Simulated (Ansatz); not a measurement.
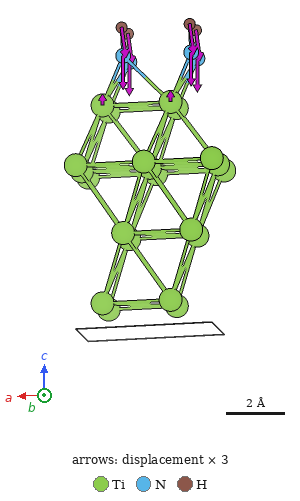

This is a constrained relaxation of a slab of composition Ti₄HN (cut from the Fm-3m phase). The starting structure is drawn; purple arrows show the displacements, magnified 3 times.

A ball-and-stick model of the 2 × 2 repeat of the cell, outlined in the plane, without the vacuum, seen from a free direction.

Case: NH put at a hollow Ti-Ti-Ti site. The slab is the (1 1 1) face of Ti with NH on it. 2 atoms are held fixed.

Computed with DFT PBEsol, scalar-relativistic, plane waves, PAW in Ansatz. Settings: plane-wave cutoff 420 eV; k-point mesh 12 × 12 × 1; occupations gaussian; smearing width 0.1 eV; no spin polarisation; dipole correction; atoms relaxed in a fixed cell; force threshold 0.03 eV/Å; at most 70 steps.

Question: What did the optimiser do to the structure, and how much energy did it gain?

Answer: The H atom moves most: 0.42 Å at 26° to the normal (−c side). By element the largest moves are H 0.42 Å, N 0.40 Å, Ti 0.15 Å. The lattice vectors keep their values. Some distances before and after: N–Ti 2.316 → 1.972 Å, Ti–Ti 2.744 → 2.875 Å, Ti–Ti 2.899 → 2.883 Å, H–N 1.020 → 1.026 Å. Among the angles between lasting bonds that change: Ti–N–H 141.0° → 123.1°, Ti–N–Ti 76.5° → 93.3°, Ti–N–H 137.1° → 123.0°. The energy falls by 1.868 eV per cell of the calculation in 5 accepted moves (6 points after the start). The largest force component goes from 4.9 to 0.0069 eV/Å. 1 step only repeated the SCF at the same geometry. The run took 3.2 min on 2 threads of Arm Neoverse V1, on a shared host, peak memory 0.67 GiB.

Limits of the set-up: the periodic images lie only 2.9 Å apart, so the values are limited by the cell's size.
